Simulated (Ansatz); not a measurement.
## Run report: CdI$_{2}$, geometry relaxation (part 1 of 2)

CdI$_{2}$ (P-3m1, 9 atoms in the cell), computed with DFT PBE+D3(BJ), scalar-relativistic, plane waves, PAW, no spin polarisation (Ansatz 0.2.0).

The structure derives from a Materials Project entry.

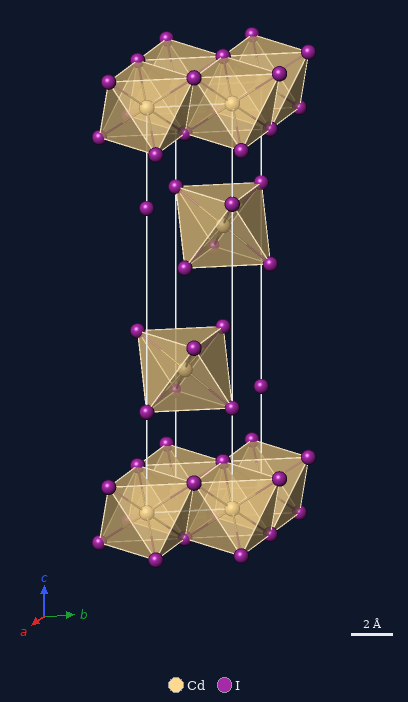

Fig. 1: The input geometry (polyhedral view of the cell of the calculation, seen slightly off an axis; polyhedra are completed across the faces of the cell).

The input
```yaml
crystal:
  lattice:
    - [4.241914123, 0.0, 0.0]
    - [-2.1209570615, 3.6736053912, 0.0]
    - [0.0, 0.0, 20.5043240978]
  atoms:
    - { symbol: Cd, position: [0.6666666667, 0.3333333333, 0.332884374] }
    - { symbol: Cd, position: [0.3333333333, 0.6666666667, 0.667115626] }
    - { symbol: Cd, position: [0.0, 0.0, 0.0] }
    - { symbol: I, position: [0.3333333333, 0.6666666667, 0.0843876816] }
    - { symbol: I, position: [0.3333333333, 0.6666666667, 0.4172587806] }
    - { symbol: I, position: [0.6666666667, 0.3333333333, 0.9156123184] }
    - { symbol: I, position: [0.6666666667, 0.3333333333, 0.5827412194] }
    - { symbol: I, position: [0.0, 0.0, 0.248521016] }
    - { symbol: I, position: [0.0, 0.0, 0.751478984] }
basis:
  ecutwfc: 420
kpoints:
  mp_grid: { grid: [9, 9, 2] }
hamiltonian:
  xc: pbe
  dispersion: d3bj
scf:
  occupations: { method: gaussian, width: 0.02 }
output:
  forces: true
  stress: true
  eigenvalues: true
  write_density: true
  write_potential: true
  elf: true
  volumetric_format: npy
relax:
  adjacent_minimum: "off"
  f_tol: 0.005
  max_steps: 80
  cell: { stress_tol: 0.05 }
```

Hardware: 1 thread of an x86-64 CPU, shared host.

Run as:
```bash
ansatz run input.yaml --threads 1 --pin off --max-ram 3072MiB --backend cpu --events-out ev --progress --plain --runs-dir out
```

Output
```
Engine: ansatz 0.2.0, x86_64-unknown-linux-gnu
Pseudopotentials: kind: paw
Pseudopotential: Cd, paw, valence charge 20, recommended cutoff 420 eV (normal), Cd.paw.azcp
Pseudopotential: I, paw, valence charge 17, recommended cutoff 420 eV (normal), I.paw.azcp
Functional definition: PBE
  parameter kappa = 0.804
  parameter beta = 0.06672455060314922
  exchange = pbe_x(kappa = kappa, mu = beta*pi^2/3)
  correlation = pbe_c(beta = beta)
Crystal: 9 atoms, lattice volume = 319.521 Å³
Basis set: ecut = 420 eV, 6195 PW (Γ), exchange–correlation on 60×60×288 points (8 copies of the dense FFT grid, shifted against one another)
Bands: 98, of which v1, the nominal top of the filled ones, is band 81 counted from 1 (80 counted from 0)
Symmetry: 12 space group operations
Space group: P-3m1 (ITA 164), of the structure as read, at distance tolerance 6.8e-5 Å
k-points: 24 of 162
Non-local potential: Cd, projectors of the file, l = 0: 3, l = 1: 2, l = 2: 2, l = 3: 1
Non-local potential: I, projectors of the file, l = 0: 2, l = 1: 2, l = 2: 2, l = 3: 2
PAW form: soft (Blöchl's): semilocal exchange-correlation on the pseudo side does not see the compensation charge
PAW one-centre angular grid: Cd, 590 points (default); XC on 64 Gauss nodes
PAW one-centre angular grid: I, 590 points (default); XC on 64 Gauss nodes
Initial density: superposition of atomic densities (neutral atoms: chi_scale 0, normalization atom), corrected by the library's trained network
Initial wavefunctions: pseudopotential atomic-orbital guess
Functional: x = pbe(κ = 0.804, μ = 0.2195149727645171), c = pbe(β = 0.06672455060314922)
SCF iter   1: F=—  HF=-69848.964412 eV  |F-HF|=—  |Δ(HF+E_count)|=         —  Δρ=6.38e-4  dr2=1.43e-3  ethr=1.77e-3  ⟨swp⟩=7.5  Hψ=9585  notcnv=0  defer=30
preconditioner: auto → Resta (q_TF=auto, 2.436 Å⁻¹)  ε∞=3.6  [insulator: Δε(μ)=2.213 eV  Ē_g=11.442 eV  σ=0.020 eV  W_gap=1.00  n_scr=80 (ndim 8)  ℏωp=18.3 eV  f_vac=0.124  D(μ)=0.00/eV (n_scr^D=0)  ε∞_Penn≈3.6]
SCF iter   2: F=—  HF=-69848.966458 eV  |F-HF|=—  |Δ(HF+E_count)|=   2.05e-3  Δρ=4.64e-4  dr2=1.83e-3  ethr=8.81e-7  ⟨swp⟩=3.0  Hψ=5520  notcnv=0  defer=247
SCF iter   3: F=—  HF=-69848.966369 eV  |F-HF|=—  |Δ(HF+E_count)|=   8.89e-5  Δρ=2.88e-4  dr2=4.97e-4  ethr=8.81e-7  ⟨swp⟩=2.0  Hψ=2457  notcnv=0  defer=247
SCF iter   4: F=—  HF=-69848.966515 eV  |F-HF|=—  |Δ(HF+E_count)|=   1.46e-4  Δρ=6.48e-5  dr2=1.66e-5  ethr=3.07e-7  ⟨swp⟩=2.0  Hψ=2526  notcnv=0  defer=247
SCF iter   5: F=—  HF=-69848.966371 eV  |F-HF|=—  |Δ(HF+E_count)|=   1.44e-4  Δρ=2.87e-5  dr2=6.97e-6  ethr=1.02e-8  ⟨swp⟩=2.3  Hψ=3583  notcnv=0  defer=247
SCF iter   6: F=—  HF=-69848.966375 eV  |F-HF|=—  |Δ(HF+E_count)|=   3.53e-6  Δρ=1.39e-5  dr2=1.03e-6  ethr=4.30e-9  ⟨swp⟩=2.0  Hψ=2752  notcnv=0  defer=247
SCF iter   7: F=—  HF=-69848.966375 eV  |F-HF|=—  |Δ(HF+E_count)|=   2.65e-7  Δρ=3.99e-6  dr2=1.54e-7  ethr=6.38e-10  ⟨swp⟩=2.1  Hψ=3965  notcnv=0  defer=247
SCF iter   8: F=-69848.966375 eV  HF=-69848.966375 eV  |F-HF|=3.84e-9  |Δ(HF+E_count)|=   6.32e-8  Δρ=1.45e-6  dr2=1.67e-8  ethr=6.17e-11  ⟨swp⟩=17.1  Hψ=17467  notcnv=0
SCF 1 converged in 8 iterations: F = -69848.966375 eV  dr2 = 1.67e-8
  greatest PAW one-centre occupation: 1.000 electrons in one spin orbital (limit 2), on the Cd atom at site 2 (counted from 0), in its partial waves of l = 0
relax step   1: F+E_penalty+E_count = -69848.96637535 eV  Δ(F+E_penalty+E_count) = +0.000e0 eV  max|allowed force component| = 1.024e-3 eV/Å  Δτ_max = 0.0000 Å  P = -0.001 GPa  Ω = 319.521 Å³  (8 SCF iters, dr2 threshold 1.00e-7 eV, accepted)
Initial density: handed on by an earlier stage of this run
Initial wavefunctions: pseudopotential atomic-orbital guess (no wavefunctions were taken with the density)
iter 1 solved again at ethr=9.29e-7 eV; its pass at ethr=3.10e-3 eV (dr2=1.51e-3 eV) is discarded
SCF iter   1: F=—  HF=-69848.966597 eV  |F-HF|=—  |Δ(HF+E_count)|=         —  Δρ=1.57e-6  dr2=1.80e-8  ethr=9.29e-7  ⟨swp⟩=4.4  Hψ=16009  notcnv=0
eigensolver tolerance schedule: the retry pair's looser diagonalisation over-reported the residual by 83638.15 of it (diagonalisation noise at an unbounded share of the residual, at the tolerance the schedule requests for it); recorded, not acted on — ethr = c·dr2/N_el stays at c = 1.0e-1
preconditioner: auto → Resta (q_TF=auto, 2.436 Å⁻¹)  ε∞=3.6  [insulator: Δε(μ)=2.221 eV  Ē_g=11.438 eV  σ=0.020 eV  W_gap=1.00  n_scr=80 (ndim 8)  ℏωp=18.3 eV  f_vac=0.125  D(μ)=0.00/eV (n_scr^D=0)  ε∞_Penn≈3.6]
SCF iter   2: F=—  HF=-69848.966375 eV  |F-HF|=—  |Δ(HF+E_count)|=   2.22e-4  Δρ=7.54e-7  dr2=3.13e-9  ethr=1.11e-11  ⟨swp⟩=3.8  Hψ=5540  notcnv=0
SCF iter   3: F=—  HF=-69848.966375 eV  |F-HF|=—  |Δ(HF+E_count)|=   2.82e-9  Δρ=3.37e-7  dr2=5.78e-10  ethr=1.93e-12  ⟨swp⟩=2.0  Hψ=3232  notcnv=0
SCF iter   4: F=—  HF=-69848.966375 eV  |F-HF|=—  |Δ(HF+E_count)|=   1.30e-9  Δρ=1.35e-7  dr2=1.06e-10  ethr=1.00e-12  ⟨swp⟩=2.0  Hψ=2745  notcnv=0
SCF iter   5: F=-69848.966375 eV  HF=-69848.966375 eV  |F-HF|=1.46e-11  |Δ(HF+E_count)|=  3.20e-10  Δρ=4.70e-8  dr2=1.26e-11  ethr=1.00e-12  ⟨swp⟩=8.6  Hψ=11265  notcnv=0
SCF 2 converged in 5 iterations: F = -69848.966375 eV  dr2 = 1.26e-11
relax step   2: F+E_penalty+E_count = -69848.96637536 eV  Δ(F+E_penalty+E_count) = -9.546e-9 eV  max|allowed force component| = 9.984e-4 eV/Å  Δτ_max = 0.0000 Å  P = -0.001 GPa  Ω = 319.521 Å³  stress off target by 4.87e-3 GPa  SCF on the basis re-selected at this cell (its energy is not comparable with the rows above)  (5 SCF iters)
```

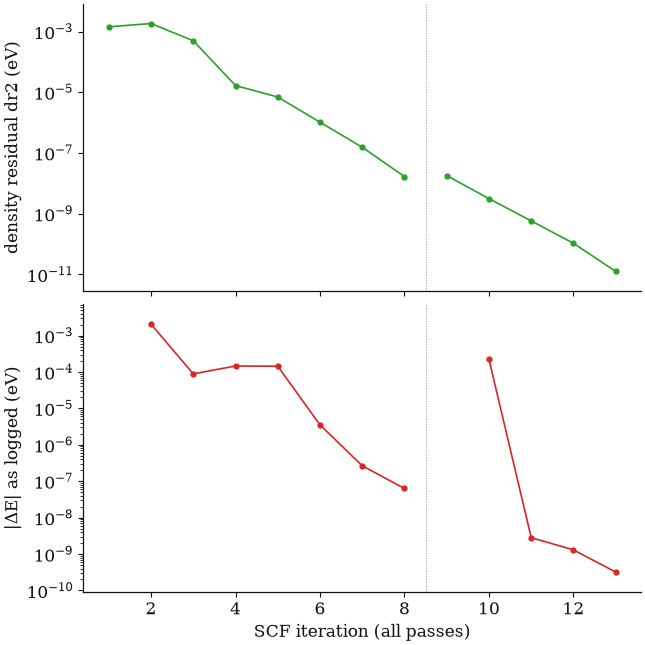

Fig. 2: Convergence of the self-consistent field: density residual dr2 and size of the energy change against the SCF iteration. The dotted lines part the SCF passes of the relaxation: geometry steps, rejected trials and re-solves on a re-selected basis. The passes take 8 and 5 iterations.

```
basis re-selected at this cell: Δ(F+E_penalty+E_count) = -9.546e-9 eV, ΔP = -0.000 GPa vs the last step (what re-selecting the basis moved, of the pressure what is left beyond the Pulay correction that the steps carried, after the strain that the cell walked since its last selection, with what the two solves' SCF thresholds leave and, on support functions, any second-order correction that the steps lacked; it is no measure of the basis error at this ecutwfc). This SCF's stress stands 4.87e-3 GPa from its target on what of the cell is left free (relax.cell.stress_tol is 5.00e-2 GPa) and its largest allowed force component is 9.98e-4 eV/Å (relax.f_tol is 5.00e-3 eV/Å): within both
SCF converged after 5 iterations
Free energy (F): -69848.966375 eV
Harris-Foulkes:  -69848.966375 eV  (|F-HF|=1.46e-11)
Internal energy: -69848.966375 eV  (E = F + TS)
E sigma→0 (E₀):  -69848.966375 eV
Fermi energy:    7.424724 eV
--- Per-component energies (eV) ---
  E_band       = -3760.744367
  E_kinetic    = 2646.557229
  E_local      = -24856.434900  (includes V_loc(G=0)·N_el)
  E_nonlocal   = -442.080252
  E_hartree    = 12223.887099
  E_xc         = -1296.591329
  E_vxc        = -1433.728133  (∫ρ·V_xc dr)
  E_paw        = -41149.348594  (= ΣΔE_a)
  E_vpaw       = -4122.832427  (= ΣTr[D̂ρ^β])
  E_aug_tail   = 0.000114  (compensation charges beyond the density's cutoff)
  E_ewald      = -16971.947204
  E_disp       = -3.008538  (pairwise vdW)
  E_smearing   = -0.000000  (= −TS)
  E_closure    = 0.000000  (closes the sum)
  Σ components = -69848.966375   (vs F -69848.966375, Δ=0.00e0)
--- Forces (eV/Å), atoms counted from 1 ---
  atom   1  Cd     0.00000000    -0.00000000     0.00096826
  atom   2  Cd     0.00000000     0.00000000    -0.00096826
  atom   3  Cd     0.00000000     0.00000000     0.00000000
  atom   4  I     -0.00000000    -0.00000000    -0.00040200
  atom   5  I      0.00000000     0.00000000    -0.00099836
  atom   6  I     -0.00000000     0.00000000     0.00040200
  atom   7  I      0.00000000    -0.00000000     0.00099836
  atom   8  I      0.00000000    -0.00000000    -0.00031586
  atom   9  I      0.00000000     0.00000000     0.00031586
  max |Σ_I F_I| component: 5.78e-19 eV/Å
--- Stress (GPa, compression-positive) ---
        0.001554       0.000000       0.000000
        0.000000       0.001554       0.000000
        0.000000       0.000000      -0.004866
  P = ⅓ Tr σ = -0.0006 GPa (-0.006 kbar)
--- Band table (eV; the first three rows and the last of 24) ---
  k-point 0: bands = ["-95.1807", "-95.1709", "-95.1709", "-56.2548", "-56.2548", "-56.2489", "-56.2451", "-56.2451", "-56.2451", "-56.2451", "-56.2389", "-56.2389", "-37.5072", "-37.5072", "-37.5072", "-37.5072", "-37.4962", "-37.4962", "-37.4962", "-37.4962", "-37.4954", "-37.4954", "-37.4951", "-37.4951", "-37.4941", "-37.4941", "-37.4940", "-37.4940", "-37.4907", "-37.4906", "-37.4852", "-37.4852", "-37.4852", "-37.4852", "-37.4827", "-37.4827", "-37.4824", "-37.4824", "-37.4809", "-37.4809", "-37.4781", "-37.4780", "-5.8128", "-5.6876", "-5.6857", "-5.2730", "-5.2635", "-5.1022", "-1.2883", "-1.2883", "-1.2790", "-1.2790", "-1.2786", "-1.2786", "-1.1750", "-1.1640", "-1.1598", "-1.0965", "-1.0965", "-1.0868", "-1.0868", "-1.0868", "-1.0868", "2.5234", "3.0259", "3.0335", "5.0593", "5.0721", "5.8853", "5.8853", "5.8936", "5.8936", "6.0202", "6.0202", "6.1408", "6.1408", "6.1649", "6.2733", "6.2733", "6.2788", "6.2788", "8.7412", "9.6718", "9.6781", "10.7520", "10.8299", "10.8471", "12.4977", "12.4977", "12.5868", "12.5868", "12.6167", "12.6167", "14.2120", "14.2530", "14.8368", "14.9407", "14.9762"]
```
